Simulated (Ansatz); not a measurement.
## Electronic structure of Ti₇PbO₁₆ (cell with a defect) in real space

The calculation's input:

```
crystal:
  lattice:
    - [-4.6403500624, 4.6403500624, 0.0]
    - [4.6403500624, 4.6403500624, 0.0]
    - [0.0, -4.6403500624, -6.0122253141]
  atoms:
    - { symbol: Pb, position: [0.25, 0.75, 0.5] }
    - { symbol: Ti, position: [0.0, 0.5, 0.0] }
    - { symbol: Ti, position: [0.75, 0.25, 0.5] }
    - { symbol: Ti, position: [0.5, 0.0, 0.0] }
    - { symbol: Ti, position: [0.625, 0.625, 0.25] }
    - { symbol: Ti, position: [0.375, 0.375, 0.75] }
    - { symbol: Ti, position: [0.125, 0.125, 0.25] }
    - { symbol: Ti, position: [0.875, 0.875, 0.75] }
    - { symbol: O, position: [0.125, 0.8193530345, 0.25] }
    - { symbol: O, position: [0.875, 0.5693530345, 0.75] }
    - { symbol: O, position: [0.625, 0.3193530345, 0.25] }
    - { symbol: O, position: [0.375, 0.0693530345, 0.75] }
    - { symbol: O, position: [0.9443530345, 0.75, 0.5] }
    - { symbol: O, position: [0.6943530345, 0.5, 0.0] }
    - { symbol: O, position: [0.4443530345, 0.25, 0.5] }
    - { symbol: O, position: [0.1943530345, 0.0, 0.0] }
    - { symbol: O, position: [0.5556469655, 0.75, 0.5] }
    - { symbol: O, position: [0.3056469655, 0.5, 0.0] }
    - { symbol: O, position: [0.0556469655, 0.25, 0.5] }
    - { symbol: O, position: [0.8056469655, 0.0, 0.0] }
    - { symbol: O, position: [0.125, 0.4306469655, 0.25] }
    - { symbol: O, position: [0.875, 0.1806469655, 0.75] }
    - { symbol: O, position: [0.625, 0.9306469655, 0.25] }
    - { symbol: O, position: [0.375, 0.6806469655, 0.75] }
  host:
    lattice:
      - [4.6403500624, 0.0, 0.0]
      - [0.0, 4.6403500624, 0.0]
      - [0.0, 0.0, 3.0061126571]
    atoms:
      - { symbol: Ti, position: [0.5, 0.5, 0.0] }
      - { symbol: Ti, position: [0.0, 0.0, 0.5] }
      - { symbol: O, position: [0.6943530345, 0.6943530345, 0.5] }
      - { symbol: O, position: [0.8056469655, 0.1943530345, 0.0] }
      - { symbol: O, position: [0.1943530345, 0.8056469655, 0.0] }
      - { symbol: O, position: [0.3056469655, 0.3056469655, 0.5] }
basis:
  ecutwfc: 420
  xc_grid: 2
kpoints:
  mp_grid: { grid: [2, 2, 2], shift: [0.0, 0.0, 0.0] }
hamiltonian:
  xc: pbe
  hubbard: { sites: [{ species: Ti, l: d, u_eff: 4.0 }] }
scf:
  occupations: { method: gaussian, width: 0.01 }
output:
  forces: true
  stress: false
  eigenvalues: true
  charged_corrections: { defect_position: [0.25, 0.75, 0.5] }
  write_density: true
  write_potential: true
  elf: true
  volumetric_format: npy
relax:
  adjacent_minimum: "off"
  f_tol: 0.025
  max_steps: 45
```

Launched as:

```sh
ansatz run input.yaml --threads 4 --pin off --max-ram 10240MiB --backend cpu --events-out ev --progress --plain --runs-dir out
```

The fields are those of the run's last geometry, not of the input's.

Computed without spin polarisation; Hubbard U of 4 eV on Ti d only.

Method: Ansatz, DFT PBE+U, scalar-relativistic, plane waves, PAW.

In a PAW calculation such maps are meaningful between the atoms, not at the nuclei.

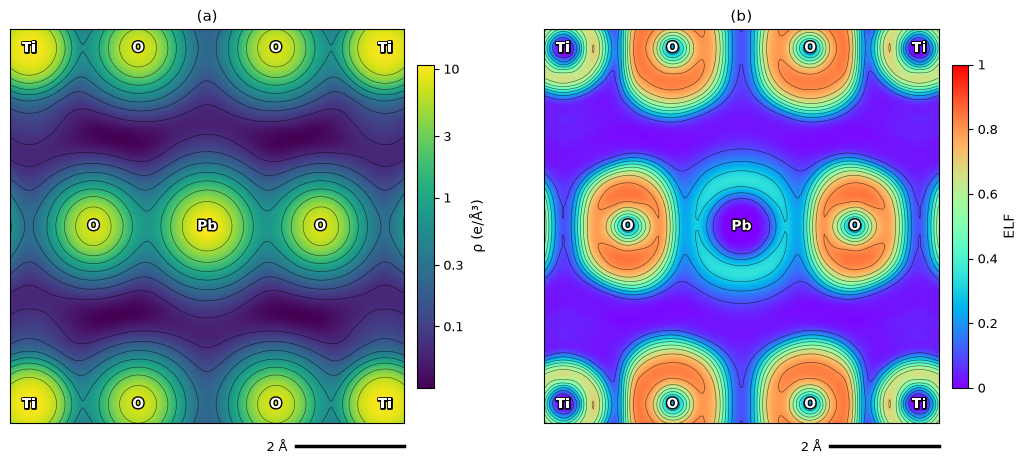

Figure 1. (a) valence charge density (pseudo); (b) electron localisation function on the (001) plane of the calculation cell.

Question: Interpret the plot.

Answer:
- The plane passes through Pb, Ti and O nuclei.
- Pb–O (2.09 Å): the density is about 0.73 e/Å³ at the midpoint; the ELF peaks at about 0.80 in the valence shell of O, 0.6 Å from its nucleus, and drops to about 0.25 between the two atoms.
- Ti–O (2.01 Å): the density is about 0.61 e/Å³ at the midpoint; the ELF peaks at about 0.85 in the valence shell of O, 0.6 Å from its nucleus, and is about 0.20 at the midpoint (no shared electron pair shows on this line).
- Between the atoms the lowest density in this plane is 0.03 e/Å³.
- The features right at Ti lie inside the PAW spheres, where the map follows smoothed inner orbitals and isn't to be read closely.

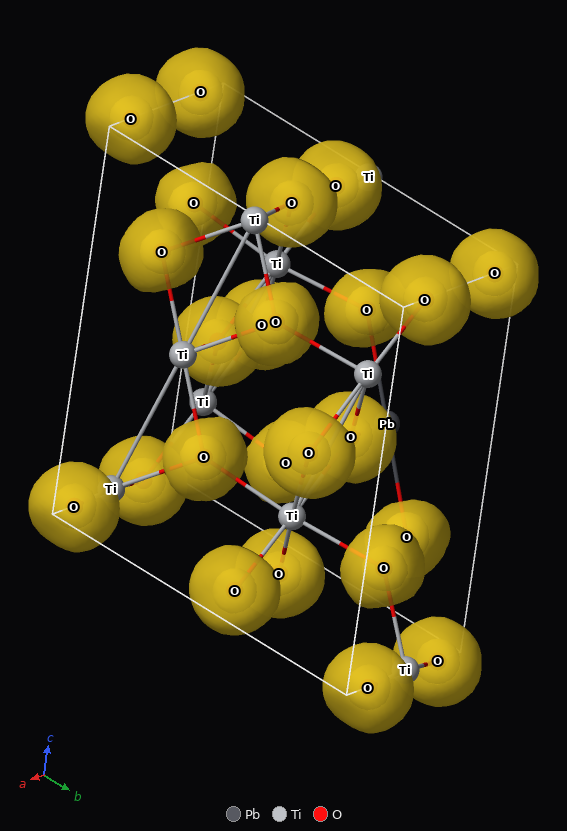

Figure 2. Isosurface of the electron localisation function at 0.75 (yellow), seen slightly off an axis. Only the valence region is drawn (cores and ρ < 0.01 e/Å³ removed). Sticks mark near contacts.

Question: What do the ELF domains correspond to?

Answer: The ELF exceeds this value in 16 regions wrapped around O (the valence shell of each), counted in one cell of 24 atoms. Any copies at cell faces, edges or corners count once. Profiles from the grid: Ti–O (1.93 Å): the ELF peaks at about 0.80 in the valence shell of O, 0.6 Å from its nucleus, and is about 0.25 at the midpoint: no shared electron pair shows on this line.

Question: Does the calculation give a band gap?

Answer: It is gapped, with a Kohn–Sham gap of 1.8 eV on the k-point mesh, an upper bound to the gap of this method.
